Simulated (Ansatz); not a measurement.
## Run report: Zn24O23 (charge +2), geometry relaxation (part 3 of 3)

The same run, continued: Zn24O23 (defect cell, 47 atoms in the cell, total charge +2); DFT PBE, scalar-relativistic, plane waves, PAW, no spin polarisation (Ansatz 0.2.0); cutoff 420 eV, 1×1×1 k-mesh, Gaussian smearing of 0.01 eV. The structure derives from a Materials Project entry. It belongs to a series of runs on one base structure; here: O vacancy (site b), charge +2, atoms relaxed at the host's cell.

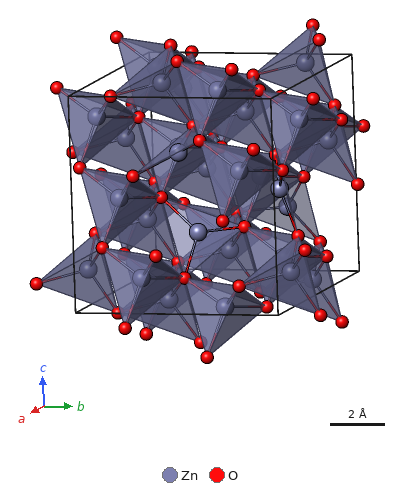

The geometry at step 3 of the log (polyhedral view of the cell of the calculation, seen slightly off an axis; polyhedra are completed across the faces of the cell).

Trajectory as extended XYZ, continued:
```
47
Lattice="-3.2794 -5.6801 5.2932 6.5588 -0.0000 5.2932 -3.2794 5.6801 5.2932" Properties=species:S:1:pos:R:3:forces:R:3 step=2 energy=-92730.12591
Zn    0.0000   -1.8934    7.5064    0.0000   0.0000  -0.1045
Zn   -1.6475    0.9634    7.9242    0.0010   0.0127  -0.0162
Zn    1.6646   -4.7212    7.9613    0.0180   0.0132   0.0051
Zn    3.2977   -1.8950    7.9242    0.0105  -0.0072  -0.0162
Zn   -3.2813   -1.9211    7.9613    0.0024  -0.0222   0.0051
Zn    1.6291    0.9316    2.6310   -0.0115  -0.0055  -0.0162
Zn    1.6166    0.9622    7.9613   -0.0204   0.0090   0.0051
Zn   -4.9282    0.9724    7.9737   -0.0083   0.0207   0.0062
Zn   -0.0177    3.7660    7.9737   -0.0138  -0.0176   0.0062
Zn   -1.6129    0.9417    2.6805    0.0221  -0.0032   0.0062
Zn    3.2794    3.7867    7.9113    0.0000   0.0000   0.0170
Zn    0.0000   -1.8934    2.6571    0.0000   0.0000  -0.0269
Zn   -1.6318   -0.9219    5.2596    0.0060   0.0221  -0.0345
Zn   -3.2591    1.9432    5.3135    0.0188   0.0289  -0.0007
Zn   -0.0255   -3.7922    5.2596   -0.0222  -0.0058  -0.0345
Zn    1.6572   -0.9660    5.2596    0.0162  -0.0163  -0.0345
Zn    1.9890   -0.7403   10.7227    0.0987   0.0615   0.0331
Zn   -3.2683   -3.7938    5.3252    0.0058  -0.0072   0.0081
Zn   -0.0117    1.8873    5.3252   -0.0091  -0.0015   0.0081
Zn    0.0006    1.9065   10.6184    0.0033   0.0086   0.0081
Zn   -1.6930    4.7261    5.3135   -0.0344   0.0018  -0.0007
Zn    3.2835    1.4877    5.4295    0.0039  -0.1163   0.0331
Zn   -1.9931   -0.7474   10.7227   -0.1027   0.0547   0.0331
Zn    4.9521   -0.9892    5.3135    0.0157  -0.0307  -0.0007
O    -1.6288    0.9593    9.9313    0.0042  -0.0613   0.0250
O     1.6621   -4.7446    9.9460   -0.0518   0.0493   0.0097
O     3.2849   -1.9091    9.9313   -0.0552   0.0270   0.0250
O    -3.3003   -1.9072    9.9460    0.0686   0.0202   0.0097
O     1.6233    0.9498    4.6381    0.0510   0.0343   0.0250
O     1.6382    0.9717    9.9460   -0.0168  -0.0696   0.0097
O    -4.9251    0.9324    9.9582    0.0114   0.0068   0.0045
O     0.0154    3.7886    9.9582   -0.0116   0.0064   0.0045
O    -1.6490    0.9590    4.6650    0.0002  -0.0133   0.0045
O     3.2794    3.7867    9.8999    0.0000   0.0000   0.0051
O     0.0000   -1.8934    4.6786    0.0000   0.0000   0.0503
O    -1.6602   -0.9440    7.3014    0.0388  -0.0231   0.0317
O    -3.2906    1.8962    7.3047    0.0028  -0.0104   0.0042
O     0.0079   -3.8058    7.3014    0.0006   0.0451   0.0317
O     1.6523   -0.9303    7.3014   -0.0394  -0.0220   0.0317
O     1.6439   -0.9403   12.5966   -0.0112  -0.0139  -0.0632
O    -3.2765   -3.7861    7.3075   -0.0024   0.0075   0.0069
O    -0.0009    1.8905    7.3075    0.0077  -0.0017   0.0069
O    -0.0020    1.8956   12.6007   -0.0053  -0.0058   0.0069
O    -1.6366    4.7222    7.3047    0.0076   0.0076   0.0042
O     3.2828    1.8865    7.3033   -0.0064   0.0166  -0.0632
O    -1.6473   -0.9462   12.5966    0.0176  -0.0027  -0.0632
O     4.9272   -0.9384    7.3047   -0.0104   0.0028   0.0042
47
Lattice="-3.2794 -5.6801 5.2932 6.5588 -0.0000 5.2932 -3.2794 5.6801 5.2932" Properties=species:S:1:pos:R:3:forces:R:3 step=3 energy=-92730.13411
Zn    0.0000   -1.8934    7.4768    0.0000   0.0000  -0.0016
Zn   -1.6473    0.9622    7.9231    0.0070  -0.0114  -0.0022
Zn    1.6643   -4.7190    7.9642   -0.0021   0.0098   0.0100
Zn    3.2966   -1.8945    7.9231   -0.0134  -0.0003  -0.0022
Zn   -3.2792   -1.9219    7.9642    0.0095  -0.0031   0.0100
Zn    1.6301    0.9324    2.6298    0.0064   0.0118  -0.0022
Zn    1.6149    0.9608    7.9642   -0.0074  -0.0067   0.0100
Zn   -4.9298    0.9736    7.9748   -0.0102   0.0015   0.0005
Zn   -0.0180    3.7640    7.9748    0.0039  -0.0096   0.0005
Zn   -1.6110    0.9425    2.6816    0.0064   0.0081   0.0005
Zn    3.2794    3.7867    7.9081    0.0000   0.0000  -0.0213
Zn    0.0000   -1.8934    2.6555    0.0000   0.0000  -0.0159
Zn   -1.6312   -0.9183    5.2539   -0.0011   0.0089  -0.0176
Zn   -3.2565    1.9472    5.3133    0.0063   0.0148  -0.0052
Zn   -0.0288   -3.7935    5.2539   -0.0071  -0.0054  -0.0176
Zn    1.6600   -0.9683    5.2539    0.0083  -0.0035  -0.0176
Zn    2.0151   -0.7249   10.7338   -0.0010   0.0000   0.0028
Zn   -3.2700   -3.7921    5.3275   -0.0087   0.0066   0.0017
Zn   -0.0094    1.8879    5.3275    0.0101   0.0042   0.0017
Zn    0.0000    1.9042   10.6208   -0.0014  -0.0108   0.0017
Zn   -1.6978    4.7263    5.3133   -0.0159  -0.0020  -0.0052
Zn    3.2838    1.4574    5.4406    0.0005   0.0009   0.0028
Zn   -2.0194   -0.7325   10.7338    0.0005  -0.0009   0.0028
Zn    4.9543   -0.9935    5.3133    0.0097  -0.0128  -0.0052
O    -1.6302    0.9586    9.9312    0.0007  -0.0055   0.0040
O     1.6623   -4.7460    9.9484   -0.0071   0.0111  -0.0025
O     3.2850   -1.9076    9.9312   -0.0052   0.0021   0.0040
O    -3.3016   -1.9066    9.9484    0.0132   0.0006  -0.0025
O     1.6246    0.9489    4.6380    0.0044   0.0034   0.0040
O     1.6394    0.9726    9.9484   -0.0061  -0.0117  -0.0025
O    -4.9288    0.9326    9.9585    0.0099   0.0024   0.0020
O     0.0171    3.7854    9.9585   -0.0070   0.0073   0.0020
O    -1.6471    0.9621    4.6653   -0.0029  -0.0098   0.0020
O     3.2794    3.7867    9.8961    0.0000   0.0000   0.0148
O     0.0000   -1.8934    4.6801    0.0000   0.0000   0.0234
O    -1.6600   -0.9446    7.2975   -0.0020   0.0032   0.0102
O    -3.2907    1.8953    7.3049   -0.0009   0.0041   0.0030
O     0.0084   -3.8054    7.2975   -0.0018  -0.0033   0.0102
O     1.6517   -0.9301    7.2975    0.0037   0.0001   0.0102
O     1.6459   -0.9404   12.5975   -0.0059  -0.0017  -0.0073
O    -3.2757   -3.7851    7.3094   -0.0032  -0.0037   0.0009
O    -0.0005    1.8893    7.3094   -0.0016   0.0046   0.0009
O    -0.0033    1.8958   12.6027    0.0048  -0.0009   0.0009
O    -1.6357    4.7226    7.3049   -0.0031  -0.0029   0.0030
O     3.2817    1.8849    7.3043    0.0014   0.0060  -0.0073
O    -1.6482   -0.9445   12.5975    0.0044  -0.0042  -0.0073
O     4.9265   -0.9378    7.3049    0.0040  -0.0012   0.0030
47
Lattice="-3.2794 -5.6801 5.2932 6.5588 -0.0000 5.2932 -3.2794 5.6801 5.2932" Properties=species:S:1:pos:R:3:forces:R:3 step=4 energy=-92730.13411
Zn    0.0000   -1.8934    7.4768    0.0000   0.0000  -0.0017
Zn   -1.6473    0.9622    7.9231    0.0070  -0.0114  -0.0022
Zn    1.6643   -4.7190    7.9642   -0.0021   0.0098   0.0099
Zn    3.2966   -1.8945    7.9231   -0.0134  -0.0003  -0.0022
Zn   -3.2792   -1.9219    7.9642    0.0095  -0.0031   0.0099
Zn    1.6301    0.9324    2.6298    0.0064   0.0118  -0.0022
Zn    1.6149    0.9608    7.9642   -0.0074  -0.0067   0.0099
Zn   -4.9298    0.9736    7.9748   -0.0102   0.0015   0.0005
Zn   -0.0180    3.7640    7.9748    0.0039  -0.0096   0.0005
Zn   -1.6110    0.9425    2.6816    0.0064   0.0081   0.0005
Zn    3.2794    3.7867    7.9081    0.0000   0.0000  -0.0213
Zn    0.0000   -1.8934    2.6555    0.0000   0.0000  -0.0159
Zn   -1.6312   -0.9183    5.2539   -0.0011   0.0089  -0.0176
Zn   -3.2565    1.9472    5.3133    0.0062   0.0148  -0.0052
Zn   -0.0288   -3.7935    5.2539   -0.0071  -0.0054  -0.0176
Zn    1.6600   -0.9683    5.2539    0.0083  -0.0035  -0.0176
Zn    2.0151   -0.7249   10.7338   -0.0010   0.0000   0.0028
Zn   -3.2700   -3.7921    5.3275   -0.0087   0.0066   0.0017
Zn   -0.0094    1.8879    5.3275    0.0100   0.0042   0.0017
Zn    0.0000    1.9042   10.6208   -0.0014  -0.0108   0.0017
Zn   -1.6978    4.7263    5.3133   -0.0159  -0.0020  -0.0052
Zn    3.2838    1.4574    5.4406    0.0005   0.0008   0.0028
Zn   -2.0194   -0.7325   10.7338    0.0005  -0.0008   0.0028
Zn    4.9543   -0.9935    5.3133    0.0097  -0.0128  -0.0052
O    -1.6302    0.9586    9.9312    0.0008  -0.0055   0.0040
O     1.6623   -4.7460    9.9484   -0.0071   0.0112  -0.0025
O     3.2850   -1.9076    9.9312   -0.0052   0.0021   0.0040
O    -3.3016   -1.9066    9.9484    0.0132   0.0006  -0.0025
O     1.6246    0.9489    4.6380    0.0044   0.0034   0.0040
O     1.6394    0.9726    9.9484   -0.0061  -0.0117  -0.0025
O    -4.9288    0.9326    9.9585    0.0099   0.0024   0.0020
O     0.0171    3.7854    9.9585   -0.0070   0.0073   0.0020
O    -1.6471    0.9621    4.6653   -0.0029  -0.0098   0.0020
O     3.2794    3.7867    9.8961    0.0000   0.0000   0.0148
O     0.0000   -1.8934    4.6801    0.0000   0.0000   0.0234
O    -1.6600   -0.9446    7.2975   -0.0020   0.0032   0.0102
O    -3.2907    1.8953    7.3049   -0.0009   0.0041   0.0030
O     0.0084   -3.8054    7.2975   -0.0018  -0.0033   0.0102
O     1.6517   -0.9301    7.2975    0.0037   0.0001   0.0102
O     1.6459   -0.9404   12.5975   -0.0059  -0.0017  -0.0073
O    -3.2757   -3.7851    7.3094   -0.0032  -0.0037   0.0009
O    -0.0005    1.8893    7.3094   -0.0016   0.0046   0.0009
O    -0.0033    1.8958   12.6027    0.0048  -0.0009   0.0009
O    -1.6357    4.7226    7.3049   -0.0031  -0.0029   0.0030
O     3.2817    1.8849    7.3043    0.0014   0.0060  -0.0073
O    -1.6482   -0.9445   12.5975    0.0044  -0.0042  -0.0073
O     4.9265   -0.9378    7.3049    0.0040  -0.0012   0.0030
```

Results in brief:

| quantity | value |
| --- | --- |
| outcome | converged |
| electrons treated | 424 |
| free energy | −92730.1341 eV |
| Fermi energy | 6.903 eV |
| gap on the k-point mesh | 0.63 eV |
| final volume | 591.59 Å³ |
| largest force (length of the vector) at the end | 0.023 eV/Å |
| hardware | 4 threads of Intel Xeon @ 2.50GHz (Skylake/Cascade Lake), 189 GiB of memory available, shared host |
| wall time | 56 s (CPU time 2 min) |
| peak memory | 0.84 GiB |

Notes:

The k-point mesh is coarse (a preliminary or cheap run), so energies and forces are approximate. The cell is charged and computed with a neutralising background, so its energy and pressure depend on the cell and aren't those of a real crystal. So coarse a mesh can miss the band edges, so the true gap of this method can be much smaller, or zero.
